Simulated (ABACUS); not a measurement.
## Geometry relaxation of Re (part 3 of 4)

Continued. System: Re (P6₃/mmc, 2 atoms in the cell). Method: Kohn-Sham DFT of a periodic cell, r2SCAN, SG15 ONCV 1.2 PBE, no spin polarisation (ABACUS 3.10.1); cutoff 1142.88 eV, 7×7×4 k-mesh, fermi-dirac of 0.05 eV. The structure derives from an entry of the Crystallography Open Database.

Geometry of the input (Å; fractional positions):
```
2.7608  0.0000  0.0000
-1.3804  2.3909  0.0000
0.0000  0.0000  4.4582
Re 0.6667  0.3333  0.7500
Re 0.3333  0.6667  0.2500
```

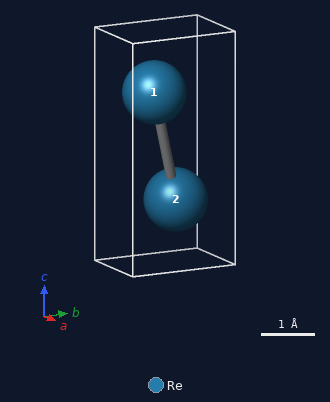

The structure as given in the input (ball-and-stick view of the cell of the calculation, seen slightly off an axis; atoms are numbered from 1 in the order of the input).

What the program printed, continued:
```
----------------------------------------------------------
 E_KohnSham     -319.7088388507      -4349.8619093335
 E_KS(sigma->0) -319.7081908063      -4349.8530922374
 E_Harris       -319.7085631875      -4349.8581587428
 E_band         -12.8532363622       -174.8772522672
 E_one_elec     -43.9267873272       -597.6546024836
 E_Hartree      39.0259995303        530.9759637576
 E_xc           -34.3152780467       -466.8833098896
 E_Ewald        -280.4914769184      -3816.2823265257
 E_entropy(-TS) -0.0012960888        -0.0176341922
 E_descf        0.0000000000         0.0000000000
 E_exx          0.0000000000         0.0000000000
 E_Fermi        1.7628742220         23.9851342768
----------------------------------------------------------

 charge density convergence is achieved
 final etot is -4349.86190933348 eV
 EFERMI = 23.98513427677 eV

 STATE ENERGY(eV) AND OCCUPATIONS    NSPIN == 1
[... levels at 6 further k points ...]

------------------------------------------------------------------------------------------
 TOTAL-FORCE (eV/Angstrom)
------------------------------------------------------------------------------------------
                       Re1         0.0000000000         0.0000000000         0.0000000000
                       Re2         0.0000000000         0.0000000000         0.0000000000
------------------------------------------------------------------------------------------

----------------------------------------------------------------
 TOTAL-STRESS (KBAR)
----------------------------------------------------------------
        -1.9591502781         0.0000000000        -0.0000000000
         0.0000000000        -1.9591502780        -0.0000000000
         0.0000000000        -0.0000000000        -5.2902343710
----------------------------------------------------------------
 TOTAL-PRESSURE: -3.069512 KBAR

 Largest gradient in force is 0.000000 eV/A.
 Threshold is 0.005000 eV/A.

 Largest gradient in stress is 5.290234 kbar.
 Threshold is 0.500000 kbar.

 Relaxation is not converged yet!
CARTESIAN COORDINATES ( UNIT =       5.217155884900 Bohr ).
    atom                   x                   y                   z     mag                  vx                  vy                  vz
tauc_Re1            0.4982439571        0.2876612828        1.2198764247  0.0000        0.0000000000        0.0000000000        0.0000000000
tauc_Re2           -0.0000000001        0.5753225655        0.4066254749  0.0000        0.0000000000        0.0000000000        0.0000000000

                          Volume (Bohr^3) = 198.623540
                             Volume (A^3) = 29.432937

 Lattice vectors: (Cartesian coordinate: in unit of a_0)
            +0.996488           -0.000000           +0.000000
            -0.498244           +0.862984           -0.000000
            +0.000000           +0.000000           +1.626502
 Reciprocal vectors: (Cartesian coordinate: in unit of 2 pi/a_0)
            +1.003524           +0.579385           -0.000000
            +0.000000           +1.158770           -0.000000
            -0.000000           +0.000000           +0.614816

 -------------------------------------------
 STEP OF RELAXATION : 6
 -------------------------------------------

[... set-up of the moved cell ...]

 PW ALGORITHM --------------- ION=   6  ELEC=   1--------------------------------
 Notice: Threshold on eigenvalues was too large.
 hsover_error=0.300000 > DRHO=0.000026
 Origin diag ethr = 0.010000
 New diag ethr = 0.000000

 Density error is 0.000022176819
                          Error Threshold = 0.000000086410
----------------------------------------------------------
     Energy           Rydberg                 eV
----------------------------------------------------------
 E_KohnSham     -319.7088299940      -4349.8617888320
 E_Harris       -319.6794207301      -4349.4616552689
 E_Fermi        1.7657985080         24.0249212285
----------------------------------------------------------

[... 2 further cycles ...]
 PW ALGORITHM --------------- ION=   6  ELEC=   4--------------------------------

 Density error is 0.000000001140
                          Error Threshold = 0.000000000162
----------------------------------------------------------
     Energy           Rydberg                 eV
----------------------------------------------------------
 E_KohnSham     -319.7088359463      -4349.8618698164
 E_KS(sigma->0) -319.7081675370      -4349.8527756421
 E_Harris       -319.7089080216      -4349.8628504518
 E_band         -12.7530623357       -173.5143147153
 E_one_elec     -43.7028022887       -594.6071296939
 E_Hartree      38.9676182337        530.1816454673
 E_xc           -34.3204674862       -466.9539158361
 E_Ewald        -280.6518475866      -3818.4642814050
 E_entropy(-TS) -0.0013368185        -0.0181883487
 E_descf        0.0000000000         0.0000000000
 E_exx          0.0000000000         0.0000000000
 E_Fermi        1.7661846981         24.0301756145
----------------------------------------------------------

 charge density convergence is achieved
 final etot is -4349.86186981642 eV
 EFERMI = 24.03017561452 eV

 STATE ENERGY(eV) AND OCCUPATIONS    NSPIN == 1
[... levels at 6 further k points ...]

------------------------------------------------------------------------------------------
 TOTAL-FORCE (eV/Angstrom)
------------------------------------------------------------------------------------------
                       Re1         0.0000000000         0.0000000000         0.0000000000
                       Re2         0.0000000000         0.0000000000         0.0000000000
------------------------------------------------------------------------------------------

----------------------------------------------------------------
 TOTAL-STRESS (KBAR)
----------------------------------------------------------------
         1.7561538320         0.0000000000         0.0000000000
        -0.0000000000         1.7561538320         0.0000000000
         0.0000000000        -0.0000000000         7.5664296531
----------------------------------------------------------------
 TOTAL-PRESSURE: 3.692912 KBAR

 Largest gradient in force is 0.000000 eV/A.
 Threshold is 0.005000 eV/A.

 Largest gradient in stress is 7.566430 kbar.
 Threshold is 0.500000 kbar.

 Relaxation is not converged yet!
CARTESIAN COORDINATES ( UNIT =       5.217155884900 Bohr ).
    atom                   x                   y                   z     mag                  vx                  vy                  vz
tauc_Re1            0.4982153504        0.2876447667        1.2212566836  0.0000        0.0000000000        0.0000000000        0.0000000000
tauc_Re2           -0.0000000001        0.5752895333        0.4070855612  0.0000        0.0000000000        0.0000000000        0.0000000000

                          Volume (Bohr^3) = 198.825444
                             Volume (A^3) = 29.462856

 Lattice vectors: (Cartesian coordinate: in unit of a_0)
            +0.996431           -0.000000           +0.000000
            -0.498215           +0.862934           -0.000000
            +0.000000           +0.000000           +1.628342
 Reciprocal vectors: (Cartesian coordinate: in unit of 2 pi/a_0)
            +1.003582           +0.579418           -0.000000
            +0.000000           +1.158837           -0.000000
            -0.000000           +0.000000           +0.614122

 -------------------------------------------
 STEP OF RELAXATION : 7
 -------------------------------------------

[... set-up of the moved cell ...]

 PW ALGORITHM --------------- ION=   7  ELEC=   1--------------------------------
 Notice: Threshold on eigenvalues was too large.
 hsover_error=0.300000 > DRHO=0.000006
 Origin diag ethr = 0.010000
 New diag ethr = 0.000000

 Density error is 0.000006602457
                          Error Threshold = 0.000000020545
----------------------------------------------------------
     Energy           Rydberg                 eV
----------------------------------------------------------
 E_KohnSham     -319.7088396338      -4349.8619199881
 E_Harris       -319.7191890889      -4350.0027315484
 E_Fermi        1.7642956641         24.0044739882
----------------------------------------------------------

[... 2 further cycles ...]
 PW ALGORITHM --------------- ION=   7  ELEC=   4--------------------------------

 Density error is 0.000000000366
                          Error Threshold = 0.000000000083
----------------------------------------------------------
     Energy           Rydberg                 eV
----------------------------------------------------------
 E_KohnSham     -319.7088415707      -4349.8619463405
 E_KS(sigma->0) -319.7081857155      -4349.8530229732
 E_Harris       -319.7088042485      -4349.8614385462
 E_band         -12.8122855710       -174.3200881690
 E_one_elec     -43.8352808672       -596.4095932237
 E_Hartree      39.0020915864        530.6506794933
 E_xc           -34.3173846971       -466.9119723389
 E_Ewald        -280.5569558825      -3817.1732135367
 E_entropy(-TS) -0.0013117103        -0.0178467345
 E_descf        0.0000000000         0.0000000000
 E_exx          0.0000000000         0.0000000000
 E_Fermi        1.7642213612         24.0034630461
----------------------------------------------------------

 charge density convergence is achieved
 final etot is -4349.86194634046 eV
 EFERMI = 24.00346304611 eV

 STATE ENERGY(eV) AND OCCUPATIONS    NSPIN == 1
[... levels at 6 further k points ...]

------------------------------------------------------------------------------------------
 TOTAL-FORCE (eV/Angstrom)
------------------------------------------------------------------------------------------
                       Re1         0.0000000000         0.0000000000         0.0000000000
                       Re2         0.0000000000         0.0000000000         0.0000000000
------------------------------------------------------------------------------------------

----------------------------------------------------------------
 TOTAL-STRESS (KBAR)
----------------------------------------------------------------
        -0.5447171642         0.0000000000         0.0000000000
         0.0000000000        -0.5447171642        -0.0000000000
        -0.0000000000         0.0000000000        -0.0325549162
----------------------------------------------------------------
 TOTAL-PRESSURE: -0.373996 KBAR

 Largest gradient in force is 0.000000 eV/A.
 Threshold is 0.005000 eV/A.

 Largest gradient in stress is 0.544717 kbar.
 Threshold is 0.500000 kbar.

 Relaxation is not converged yet!
CARTESIAN COORDINATES ( UNIT =       5.217155884900 Bohr ).
    atom                   x                   y                   z     mag                  vx                  vy                  vz
tauc_Re1            0.4981457114        0.2876045606        1.2213454098  0.0000        0.0000000000        0.0000000000        0.0000000000
tauc_Re2           -0.0000000001        0.5752091211        0.4071151366  0.0000        0.0000000000        0.0000000000        0.0000000000

                          Volume (Bohr^3) = 198.784307
                             Volume (A^3) = 29.456760

 Lattice vectors: (Cartesian coordinate: in unit of a_0)
            +0.996291           -0.000000           +0.000000
            -0.498146           +0.862814           -0.000000
            -0.000000           +0.000000           +1.628461
 Reciprocal vectors: (Cartesian coordinate: in unit of 2 pi/a_0)
            +1.003722           +0.579499           -0.000000
            +0.000000           +1.158999           -0.000000
            -0.000000           +0.000000           +0.614077

 -------------------------------------------
 STEP OF RELAXATION : 8
 -------------------------------------------

[... set-up of the moved cell ...]

 PW ALGORITHM --------------- ION=   8  ELEC=   1--------------------------------
 Notice: Threshold on eigenvalues was too large.
 hsover_error=0.300000 > DRHO=0.000001
 Origin diag ethr = 0.010000
 New diag ethr = 0.000000

 Density error is 0.000000568289
                          Error Threshold = 0.000000002071
----------------------------------------------------------
     Energy           Rydberg                 eV
----------------------------------------------------------
 E_KohnSham     -319.7088414366      -4349.8619445162
 E_Harris       -319.7049425025      -4349.8088967961
 E_Fermi        1.7646214115         24.0089060089
----------------------------------------------------------

 PW ALGORITHM --------------- ION=   8  ELEC=   2--------------------------------

 Density error is 0.000000016950
                          Error Threshold = 0.000000001894
----------------------------------------------------------
     Energy           Rydberg                 eV
----------------------------------------------------------
 E_KohnSham     -319.7088415465      -4349.8619460120
 E_Harris       -319.7088855516      -4349.8625447312
 E_Fermi        1.7646631156         24.0094734228
----------------------------------------------------------

 PW ALGORITHM --------------- ION=   8  ELEC=   3--------------------------------

 Density error is 0.000000001887
                          Error Threshold = 0.000000000057
----------------------------------------------------------
     Energy           Rydberg                 eV
----------------------------------------------------------
 E_KohnSham     -319.7088415526      -4349.8619460944
 E_KS(sigma->0) -319.7081878418      -4349.8530519026
 E_Harris       -319.7087365725      -4349.8605177664
 E_band         -12.8001649496       -174.1551786545
 E_one_elec     -43.8083807594       -596.0435984816
 E_Hartree      38.9952106512        530.5570595672
 E_xc           -34.3180428389       -466.9209268176
 E_Ewald        -280.5763211839      -3817.4366919787
 E_entropy(-TS) -0.0013074216        -0.0177883836
 E_descf        0.0000000000         0.0000000000
 E_exx          0.0000000000         0.0000000000
 E_Fermi        1.7646591581         24.0094195783
----------------------------------------------------------

 charge density convergence is achieved
 final etot is -4349.86194609438 eV
 EFERMI = 24.00941957832 eV

 STATE ENERGY(eV) AND OCCUPATIONS    NSPIN == 1
[... levels at 6 further k points ...]

------------------------------------------------------------------------------------------
 TOTAL-FORCE (eV/Angstrom)
------------------------------------------------------------------------------------------
                       Re1         0.0000000000         0.0000000000         0.0000000000
                       Re2         0.0000000000         0.0000000000         0.0000000000
------------------------------------------------------------------------------------------

----------------------------------------------------------------
 TOTAL-STRESS (KBAR)
----------------------------------------------------------------
         0.6466455536         0.0000000000         0.0000000000
        -0.0000000000         0.6466455536         0.0000000000
         0.0000000000         0.0000000000         0.1295644194
----------------------------------------------------------------
 TOTAL-PRESSURE: 0.474285 KBAR

 Largest gradient in force is 0.000000 eV/A.
 Threshold is 0.005000 eV/A.
```
